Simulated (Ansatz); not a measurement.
```
CELL_PARAMETERS angstrom
2.87085 0.00000 0.00000
0.00000 4.06000 0.00000
0.00000 0.00000 43.89597
ATOMIC_POSITIONS crystal
Ti 0.50000 0.50000 0.17086
Ti 0.00000 0.00000 0.20356
Ti 0.50000 0.50000 0.23626
Ti 0.00000 0.00000 0.26896
Ti 0.50000 0.50000 0.30166
Ti 0.00000 0.00000 0.33436
Ti 0.50000 0.50000 0.36706
Ti 0.00000 0.00000 0.39976
```

Not relaxed (largest force 0.4 eV/Å).

Theory: Ansatz, Kohn-Sham DFT of a periodic cell, PBE, Ansatz PAW.

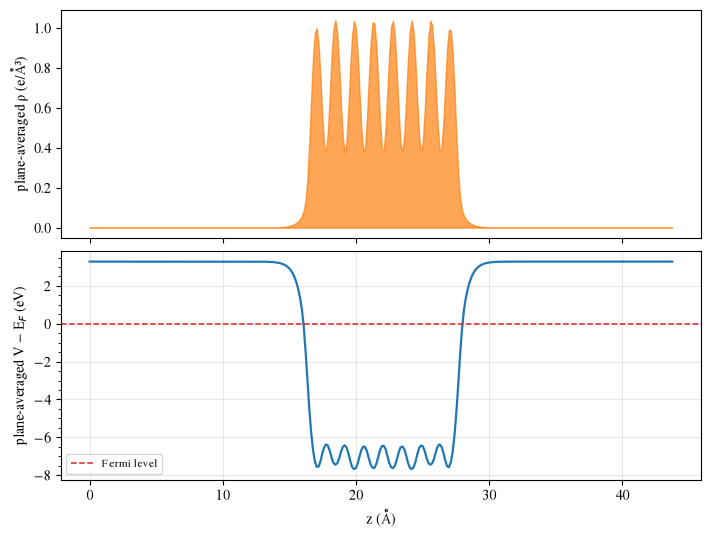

Ti (slab). Plane average of the electrostatic potential (local pseudopotential plus Hartree) felt by an electron and of the valence pseudo-density across the slab.

The density is the valence pseudo-density of a PAW calculation; it isn't the true density close to the nuclei.

Read off the work function of this surface.

The potential is flat in the vacuum, 3.28 eV above the Fermi level; this is the work function, the same on both faces.

How thick is the slab, and how wide the vacuum?

The outermost nuclei are 10.0 Å apart, in 8 atomic planes; the vacuum between periodic images is 33.8 Å wide.
